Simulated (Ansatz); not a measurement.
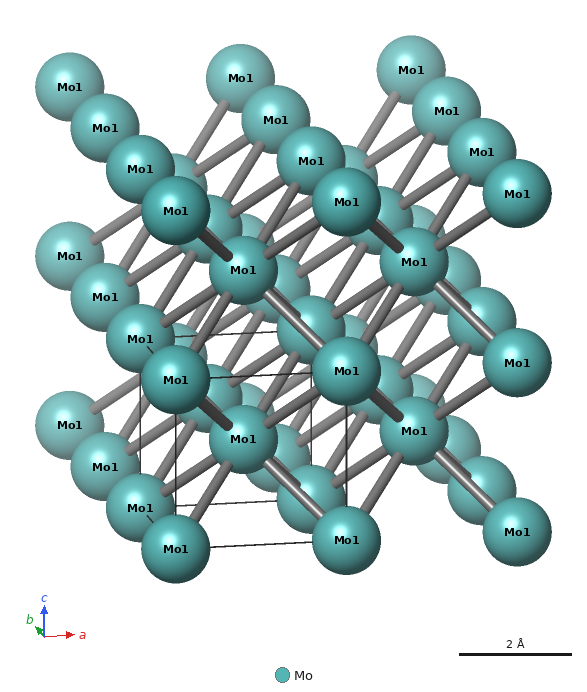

Reference structure: solid Mo (set up in Im-3m). Style: ball-and-stick. Shown: the conventional cell (2 times the calculation's cell), repeated 2 × 3 × 2 with one cell outlined, slightly off an axis. Lengths and directions refer to the drawn axes.

The calculation used DFT PBEsol, scalar-relativistic, plane waves, PAW (Ansatz 0.2.0). (plane-wave cutoff 420 eV; occupations gaussian; smearing width 0.1 eV; no spin polarisation) The k-mesh is chosen for each cell (18×18×18, 20×20×20).

The variant: Every molybdenum atom is replaced by vanadium, which gives V. Cell and atoms are relaxed again (to zero pressure within 0.1 GPa, forces under 0.01 eV/Å).

**Predict the response.**

The volume per atom goes from 15.32 to 12.95 Å³. The drawn cell changes as follows: a = b = c 3.129 → 2.959 Å (−5.5 %); the volume changes by −15.5 %. The space group stays Im-3m (No. 229).

Drawn alike, the variant:

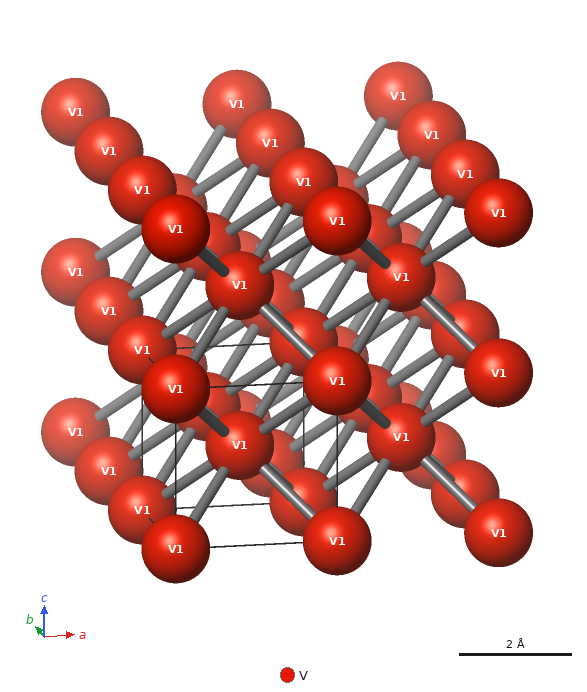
